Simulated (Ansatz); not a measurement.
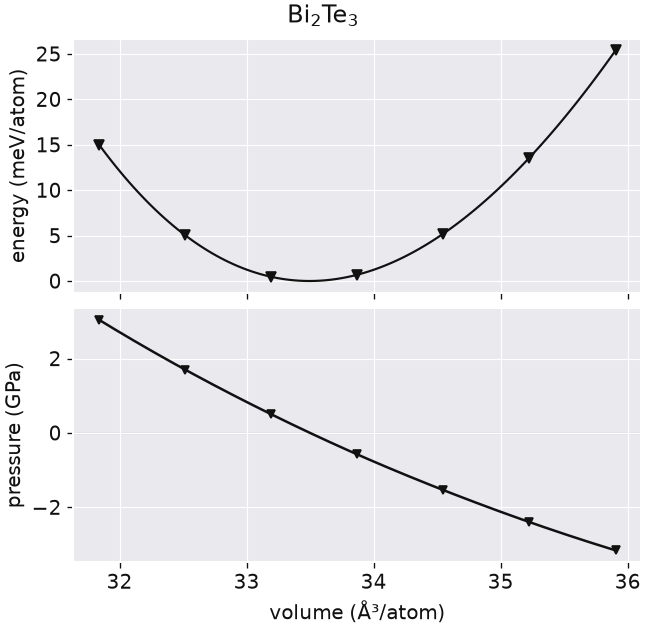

Figure. Energy and pressure against volume for Bi₂Te₃, space group R-3m (No. 166).

A third-order Birch–Murnaghan fit gives V0 = 33.49 Å³/atom, B0 = 53.4 GPa and B′ = 4.6. The energy is 14.99 meV/atom at volume 31.84 Å³/atom and 25.37 meV/atom at 35.90 Å³/atom; the lowest computed point is at volume 33.19 Å³/atom (0.46 meV/atom), in a single well. The pressure falls from 3.04 GPa at volume 31.84 Å³/atom to −3.16 GPa at 35.90 Å³/atom, and changes sign near 33.51 Å³/atom.

Method: all-electron LAPW DFT, no spin polarisation; energies at scaled volumes of the given cell, shape and fractions fixed, counted from the fit's minimum, third-order Birch-Murnaghan fit (Ansatz 0.2.0). Level: PBEsol.

- k mesh: 7×7×7
- occupations: Fermi–Dirac
- smearing width: 0.05 eV
- potentials: all electron LAPW, scalar relativistic
- program settings: basis error eV/atom 0.001

Cell as given: a = 10.476 Å, b = 10.476 Å, c = 10.476 Å, α = 24.17°, β = 24.17°, γ = 24.17°; 5 atoms.

Limits of the calculation: spin-orbit coupling left out, heavy elements; shape and atomic fractions are frozen while scaling, which makes layered, chain and framework solids too stiff.
